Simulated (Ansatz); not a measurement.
**TiO$_{2}$: molecular dynamics (part 5 of 5)**

Continued. System: TiO$_{2}$ (P1, 18 atoms in the cell). Method: DFT PBE, scalar-relativistic, plane waves, PAW, PAW set soft_1, no spin polarisation (Ansatz 0.2.0); cutoff 420 eV, 2×2×2 k-mesh, Fermi–Dirac smearing of 0.36 eV. The structure derives from a Materials Project entry. It belongs to a series of runs on one base structure; here: dynamics from the start.

Geometry of the input (Å; fractional positions):
```
-2.9685  -4.7076  0.0000
2.9681  -4.7076  0.0000
1.4836  0.2424  7.0835
Ti 0.9089  0.5706  0.6845
Ti 0.0876  0.4322  0.3170
Ti 0.4981  0.5015  0.0007
O  0.8083  0.3764  0.8728
O  0.0338  0.2632  0.5495
O  0.7008  0.6073  0.1952
O  0.2949  0.3961  0.8062
O  0.9622  0.7401  0.4519
O  0.1873  0.6273  0.1285
Ti 0.4089  0.0706  0.6845
Ti 0.5876  0.9322  0.3170
Ti 0.9981  0.0015  0.0007
O  0.3083  0.8764  0.8728
O  0.5338  0.7632  0.5495
O  0.2008  0.1073  0.1952
O  0.7949  0.8961  0.8062
O  0.4622  0.2401  0.4519
O  0.6873  0.1273  0.1285
```

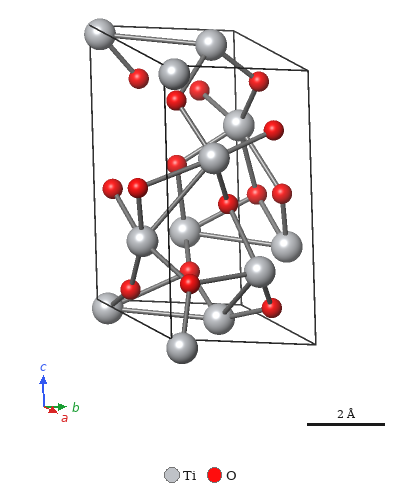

Figure 1. The geometry at step 99 of the log (ball-and-stick view of the reduced cell, seen slightly off an axis).

## Trajectory as extended XYZ, continued
```
18
Lattice="-2.9685 -4.7076 0.0000 2.9681 -4.7076 0.0000 1.4836 0.2424 7.0835" Properties=species:S:1:pos:R:3:forces:R:3 step=85 time_fs=95.2 energy=-21822.22307 temperature=4067.7
Ti    0.4494   -6.8704    5.0119   -1.8000  -2.0779  -4.4946
Ti    1.5926   -2.1098    2.0194    1.3419  -1.8589   2.6659
Ti   -0.1290   -4.6163    0.0909   -0.6978   1.7913  -4.4060
O     0.1814   -5.5538    6.0531   -0.2758   3.4576   3.0754
O     1.5686   -1.2519    3.6958    1.0900   1.9080  -0.6631
O     0.6626   -5.7200    1.2401   -2.4297   0.3905   0.4091
O     1.5253   -2.9646    5.8802    2.0551  -1.4164   0.8624
O    -0.3097   -7.8347    3.1187    3.5207  -0.4294  -0.6256
O     1.9551   -3.4941    0.5370   -2.8673   1.3158   0.9464
Ti    0.3601   -2.2233    4.6126    1.1419  -0.8765  -1.0771
Ti    1.3584   -7.1503    1.8879    2.7382  -2.4504   4.4676
Ti   -3.2347   -4.8810   -0.0859    1.6206  -2.4306  -1.9583
O     2.9185   -5.6325    5.8651    0.5841   4.1765   3.0697
O     1.8796   -6.4008    3.5161   -3.6870   1.5438   0.3675
O     0.1221   -1.3507    1.5271   -3.4970   0.1384  -3.0386
O     1.8561   -7.7668    5.4197   -1.8969  -3.7764   3.0140
O     0.2384   -3.5360    3.3040    0.5559   0.0600  -2.6868
O    -1.7168   -4.0779    0.8920    2.5030   0.5346   0.0723
18
Lattice="-2.9685 -4.7076 0.0000 2.9681 -4.7076 0.0000 1.4836 0.2424 7.0835" Properties=species:S:1:pos:R:3:forces:R:3 step=88 time_fs=98.6 energy=-21820.71417 temperature=3710.2
Ti    0.4781   -6.8603    5.0238   -2.8517  -0.6117  -3.5237
Ti    1.5950   -2.1319    2.0360    0.9037  -1.7116   1.8690
Ti   -0.1768   -4.6266    0.1256   -0.2393   2.3410  -5.0432
O     0.0832   -5.5448    6.1506    0.7290   1.9491   1.7174
O     1.5947   -1.2822    3.6394    0.7257   1.7582   0.1044
O     0.6990   -5.7472    1.1865   -2.6198   0.4587   0.6108
O     1.5282   -2.9587    5.8482    1.9704  -1.9473   1.5134
O    -0.3335   -7.8753    3.1153    3.9111  -0.6047  -0.2879
O     1.9739   -3.5424    0.5247   -4.2656   3.5335   1.6987
Ti    0.3014   -2.2516    4.6043    4.8916  -0.2272  -0.2907
Ti    1.3722   -7.1629    1.8569    3.3547  -2.4398   5.0697
Ti   -3.2297   -4.8613   -0.0943    1.8494  -4.7629  -2.9533
O     2.9600   -5.5557    5.8513    0.2299   2.8983   2.1932
O     1.9546   -6.4306    3.6159   -6.4549   3.2431  -2.7786
O     0.1362   -1.3344    1.5168   -3.5573  -0.2708  -2.4945
O     1.8781   -7.7773    5.3556   -2.9860  -4.7875   4.8189
O     0.1366   -3.6171    3.2973    0.9975   0.2714  -2.7742
O    -1.7818   -4.0332    0.8612    3.4115   0.9103   0.5506
18
Lattice="-2.9685 -4.7076 0.0000 2.9681 -4.7076 0.0000 1.4836 0.2424 7.0835" Properties=species:S:1:pos:R:3:forces:R:3 step=91 time_fs=101.9 energy=-21819.57767 temperature=3170.0
Ti    0.4993   -6.8613    5.0160   -3.2057   0.1419  -2.0996
Ti    1.6087   -2.1472    2.0606   -0.1592  -1.4233   0.3239
Ti   -0.2342   -4.6370    0.1465    0.5344   2.2488  -4.7472
O    -0.0071   -5.5132    6.2675    2.0954   0.2863  -0.0798
O     1.6302   -1.3199    3.5911    0.3256   2.1107   1.2488
O     0.7429   -5.7536    1.1567   -3.0862   0.3029   0.5999
O     1.5526   -2.9702    5.8179    1.7680  -1.9384   1.6352
O    -0.3254   -7.9064    3.1104    4.1288  -0.8867   0.0492
O     1.9864   -3.5659    0.5188   -5.2792   5.1344   2.3172
Ti    0.2435   -2.2924    4.6015    8.2273  -0.2085   0.4451
Ti    1.3984   -7.1861    1.8470    3.3878  -1.2037   5.0027
Ti   -3.2305   -4.8495   -0.1162    1.8612  -5.9572  -3.1829
O     3.0089   -5.4920    5.8540   -0.4170   1.4643   0.9811
O     1.9780   -6.4286    3.6798   -8.2619   4.7319  -4.4362
O     0.1250   -1.3227    1.4735   -2.4802  -1.1413  -1.4566
O     1.9084   -7.8249    5.3417   -4.7309  -4.9235   5.6664
O     0.0627   -3.7011    3.3072    1.1528   0.6903  -2.8062
O    -1.8361   -3.9601    0.8520    4.1388   0.5711   0.5391
18
Lattice="-2.9685 -4.7076 0.0000 2.9681 -4.7076 0.0000 1.4836 0.2424 7.0835" Properties=species:S:1:pos:R:3:forces:R:3 step=94 time_fs=105.3 energy=-21819.59279 temperature=2608.3
Ti    0.5044   -6.8620    4.9975   -3.1103  -0.0951  -1.3291
Ti    1.6284   -2.1732    2.0803   -1.3621  -1.3768  -1.1315
Ti   -0.2796   -4.6425    0.1562    1.3713   1.9977  -4.1522
O    -0.0854   -5.4640    6.3580    3.3895  -0.9935  -1.3764
O     1.6966   -1.3528    3.5666   -0.1843   2.3217   2.3463
O     0.7942   -5.7593    1.1157   -3.7201   0.0939   0.6416
O     1.5597   -2.9791    5.8059    1.4158  -1.6487   1.3205
O    -0.2798   -7.9420    3.1116    3.8729  -0.8210   0.1016
O     1.9767   -3.5629    0.5353   -4.9108   4.8414   2.1748
Ti    0.2017   -2.3240    4.5938    8.3204  -0.7779   0.6400
Ti    1.4174   -7.2144    1.8500    3.2690   0.3075   5.0085
Ti   -3.2392   -4.8532   -0.1518    1.2910  -4.5901  -1.9082
O     3.0359   -5.4458    5.8624   -1.2730   0.1499  -0.4848
O     1.9475   -6.4075    3.6998   -7.8390   4.8044  -3.6331
O     0.0987   -1.2991    1.4344   -0.8823  -2.0636  -0.2945
O     1.9162   -7.9019    5.3684   -4.8495  -3.3009   4.6605
O    -0.0133   -3.7531    3.3137    1.3390   1.2573  -2.7362
O    -1.8532   -3.8982    0.8400    3.8624  -0.1062   0.1524
18
Lattice="-2.9685 -4.7076 0.0000 2.9681 -4.7076 0.0000 1.4836 0.2424 7.0835" Properties=species:S:1:pos:R:3:forces:R:3 step=96 time_fs=107.5 energy=-21820.33505 temperature=3172.3
Ti    0.4989   -6.8601    4.9901   -2.7071  -0.5442  -1.1776
Ti    1.6341   -2.1967    2.0867   -1.8127  -1.5639  -1.6761
Ti   -0.2993   -4.6396    0.1542    1.9571   1.7913  -3.5958
O    -0.1011   -5.4411    6.3921    3.5424  -1.5407  -1.8054
O     1.7561   -1.3701    3.5571   -0.4923   2.2251   2.8848
O     0.8279   -5.7631    1.0904   -4.1856   0.2014   0.5119
O     1.5542   -2.9905    5.8047    1.1712  -1.3873   0.9920
O    -0.2275   -7.9672    3.1139    3.3604  -0.5314  -0.0125
O     1.9578   -3.5315    0.5593   -3.8292   3.3569   1.4188
Ti    0.1899   -2.3382    4.5906    6.5183  -1.1789   0.2845
Ti    1.4247   -7.2281    1.8590    3.0710   1.1599   5.2568
Ti   -3.2486   -4.8672   -0.1722    0.8935  -2.4332  -0.2645
O     3.0531   -5.4215    5.8584   -1.7746  -0.5349  -1.3595
O     1.9026   -6.3830    3.6975   -6.2897   3.9094  -1.9961
O     0.0746   -1.2906    1.4093    0.1868  -2.3611   0.2939
O     1.9232   -7.9602    5.4114   -4.2557  -1.4902   3.1914
O    -0.0703   -3.7798    3.3116    1.5266   1.8336  -2.5428
O    -1.8392   -3.8572    0.8287    3.1195  -0.9120  -0.4039
18
Lattice="-2.9685 -4.7076 0.0000 2.9681 -4.7076 0.0000 1.4836 0.2424 7.0835" Properties=species:S:1:pos:R:3:forces:R:3 step=99 time_fs=110.9 energy=-21821.14505 temperature=3860.6
Ti    0.4842   -6.8583    4.9754   -2.3191  -0.9312  -1.2945
Ti    1.6316   -2.2432    2.0780   -2.0043  -1.6047  -1.5099
Ti   -0.3234   -4.6319    0.1558    3.0929   1.2984  -2.8208
O    -0.0847   -5.4117    6.4097    3.0366  -2.1271  -2.0002
O     1.8556   -1.3768    3.5418   -0.9881   1.4951   2.9867
O     0.8678   -5.7525    1.0736   -4.9471   0.3604   0.2504
O     1.5579   -3.0152    5.7949    0.6028  -0.8407   0.4484
O    -0.1206   -7.9937    3.1314    2.1133   0.0236  -0.3049
O     1.9270   -3.4664    0.5967   -2.3150   1.3926   0.5399
Ti    0.1836   -2.3695    4.5881    3.3170  -1.8160  -0.0765
Ti    1.4390   -7.2537    1.8717    2.6364   3.1948   6.3454
Ti   -3.2548   -4.8972   -0.2050    0.6367   0.1652   1.9631
O     3.0653   -5.3732    5.8425   -2.5085  -1.6851  -2.5413
O     1.8242   -6.3403    3.6861   -3.4675   2.2862   0.4774
O     0.0129   -1.2936    1.3524    2.0660  -2.6799   1.1386
O     1.8931   -8.0566    5.5048   -2.3721   1.4907   0.2997
O    -0.1538   -3.8237    3.2877    1.8285   2.9212  -1.9117
O    -1.8000   -3.8025    0.8368    1.5918  -2.9434  -1.9898
18
Lattice="-2.9685 -4.7076 0.0000 2.9681 -4.7076 0.0000 1.4836 0.2424 7.0835" Properties=species:S:1:pos:R:3:forces:R:3 step=102 time_fs=114.2 energy=-21821.29780 temperature=3594.0
Ti    0.4729   -6.8585    4.9533   -2.2681  -1.0960  -1.2091
Ti    1.6217   -2.2812    2.0600   -1.8004  -1.3516  -0.8442
Ti   -0.3398   -4.6200    0.1575    3.7868   0.9080  -2.5637
O    -0.0528   -5.4023    6.4131    2.1323  -2.3381  -1.9395
O     1.9442   -1.3968    3.5454   -1.3374   0.7152   2.8632
O     0.8776   -5.7098    1.0509   -4.8340  -0.0116   0.5068
O     1.5621   -3.0333    5.7988   -0.0552  -0.2862  -0.1684
O     0.0090   -8.0405    3.1476    0.6853   0.5610  -0.5322
O     1.8921   -3.3837    0.6260   -1.1400  -0.1470  -0.0604
Ti    0.1883   -2.3968    4.5826    1.5968  -1.9299   0.0234
Ti    1.4686   -7.2673    1.8996    1.9686   4.7461   7.0127
Ti   -3.2672   -4.9291   -0.2246    0.5826   1.1147   3.1458
O     3.0429   -5.3073    5.8135   -2.7382  -2.4026  -3.1676
O     1.7238   -6.3068    3.6969   -1.0390   1.4052   1.6419
O    -0.0297   -1.3284    1.2971    3.1966  -2.6451   1.8087
O     1.8643   -8.1176    5.6093   -0.9656   3.4027  -2.0211
O    -0.2096   -3.8500    3.2386    2.0642   3.7961  -1.2086
O    -1.7585   -3.7506    0.8496    0.1647  -4.4408  -3.2875
18
Lattice="-2.9685 -4.7076 0.0000 2.9681 -4.7076 0.0000 1.4836 0.2424 7.0835" Properties=species:S:1:pos:R:3:forces:R:3 step=104 time_fs=116.5 energy=-21821.52197 temperature=3400.3
Ti    0.4600   -6.8581    4.9317   -2.3263  -1.2104  -0.8242
Ti    1.6116   -2.3042    2.0458   -1.7878  -0.8055  -0.1187
Ti   -0.3448   -4.6085    0.1466    3.8980   0.5287  -2.6195
O    -0.0188   -5.4114    6.3928    1.2935  -2.2123  -1.6910
O     1.9933   -1.4177    3.5503   -1.6165   0.3686   2.7481
O     0.8669   -5.6938    1.0281   -4.4020  -0.1148   0.6811
O     1.5597   -3.0420    5.8044   -0.3347   0.0092  -0.5755
O     0.1002   -8.0693    3.1564   -0.1971   0.5780  -0.6492
O     1.8714   -3.3314    0.6430   -0.5070  -1.2697  -0.7157
Ti    0.1987   -2.4179    4.5780    0.8789  -1.7060   0.2892
Ti    1.4876   -7.2644    1.9213    1.3552   4.3826   6.5033
Ti   -3.2816   -4.9461   -0.2325    0.4293   0.9116   2.9107
O     3.0212   -5.2824    5.7721   -2.1549  -2.3456  -2.7802
O     1.6407   -6.2905    3.7119    0.6286   1.2828   1.5790
O    -0.0487   -1.3720    1.2627    3.6120  -2.3391   1.9972
O     1.8555   -8.1458    5.6607   -0.5031   3.9885  -2.8953
O    -0.2271   -3.8546    3.2053    2.2561   4.1505  -0.8288
O    -1.7274   -3.7345    0.8429   -0.5220  -4.1974  -3.0107
18
Lattice="-2.9685 -4.7076 0.0000 2.9681 -4.7076 0.0000 1.4836 0.2424 7.0835" Properties=species:S:1:pos:R:3:forces:R:3 step=107 time_fs=119.8 energy=-21821.93414 temperature=3577.9
Ti    0.4329   -6.8524    4.9047   -3.0535  -1.6072   0.7492
Ti    1.5948   -2.3404    2.0282   -1.9629   0.4962   1.5818
Ti   -0.3378   -4.5867    0.1423    3.4852  -0.1099  -4.0497
O     0.0373   -5.4483    6.3390    0.4257  -1.3239  -0.9956
O     2.0290   -1.4568    3.5707   -2.1159  -0.0097   2.2577
O     0.8126   -5.6635    0.9749   -2.4541  -1.0074   1.5918
O     1.5705   -3.0169    5.8292   -0.7660   0.1074  -1.2039
O     0.2328   -8.1152    3.1669   -1.2054   0.4345  -0.9418
O     1.8465   -3.2723    0.6667    0.4011  -3.0215  -2.1966
Ti    0.2064   -2.4391    4.5618    0.6224  -1.0647   1.2295
Ti    1.5165   -7.2518    1.9527    0.2442   2.9714   5.0146
Ti   -3.2984   -4.9575   -0.2444   -0.1818  -0.0100   1.3407
O     2.9840   -5.2807    5.6842   -0.4616  -1.7383  -1.2584
O     1.5140   -6.2568    3.7451    3.1559   1.7963   0.0439
O    -0.0424   -1.4323    1.2204    3.2457  -1.5850   1.9615
O     1.8469   -8.1590    5.7103   -0.1957   3.9067  -3.3199
O    -0.2393   -3.8145    3.1588    2.6032   4.1929  -0.5212
O    -1.6739   -3.7327    0.8197   -1.7865  -2.4276  -1.2835
18
Lattice="-2.9685 -4.7076 0.0000 2.9681 -4.7076 0.0000 1.4836 0.2424 7.0835" Properties=species:S:1:pos:R:3:forces:R:3 step=110 time_fs=123.2 energy=-21821.34696 temperature=3391.4
Ti    0.4098   -6.8447    4.8730   -4.2698  -2.5258   3.3492
Ti    1.5850   -2.3873    2.0249   -2.3229   1.7827   3.4123
Ti   -0.3221   -4.5628    0.1534    2.9018  -0.3627  -6.5953
O     0.0863   -5.4957    6.2859   -0.1027  -0.1645  -0.2690
O     2.0533   -1.5151    3.6030   -2.9515  -0.0657   1.4579
O     0.7473   -5.6397    0.9142    0.3950  -2.7945   3.0983
O     1.5696   -2.9723    5.8671   -1.1550   0.0422  -1.7896
O     0.3665   -8.1668    3.1658   -1.8571   0.1715  -1.1262
O     1.8205   -3.2481    0.6866    1.1470  -4.5197  -3.8343
Ti    0.2054   -2.4639    4.5489    0.9147  -0.2609   2.3256
Ti    1.5457   -7.2341    1.9842   -0.7532   1.5246   3.4168
Ti   -3.3158   -4.9604   -0.2603   -0.4519  -1.0640   0.0866
O     2.9314   -5.2786    5.5912    0.9490  -1.2932   0.0248
O     1.3977   -6.2211    3.7575    5.7831   2.9614  -2.3319
O    -0.0066   -1.4908    1.2120    2.4361  -0.5353   1.5326
O     1.8200   -8.1450    5.7626    0.0964   3.3613  -3.5087
O    -0.2145   -3.7611    3.1071    2.9468   3.8936  -0.1949
O    -1.6172   -3.7501    0.7999   -3.7059  -0.1511   0.9459
```

## Summary

```csv
quantity,value
outcome,finished
mean temperature over the second half,3587 K
trajectory,"110 steps, 123.2 fs"
ensemble,nvt_langevin
temperature in the input,4200.0 K
time step,1.12 fs
space group of the start (tolerance 0.01 Å),P1 (1)
electrons treated,144
potential energy (free energy of the electrons) (last step),−21821.3470 eV
Fermi energy (last step),9.189 eV
largest force (length of the vector) (last step),7.215 eV/Å
wall time,15 min
peak memory,0.67 GiB
```

## Remarks

The k-point mesh is coarse for a cell of this size, so the results may not be converged. So short a trajectory is not equilibrated. The logged temperature at the start can lie below the typed one, since it is counted over all degrees of freedom.
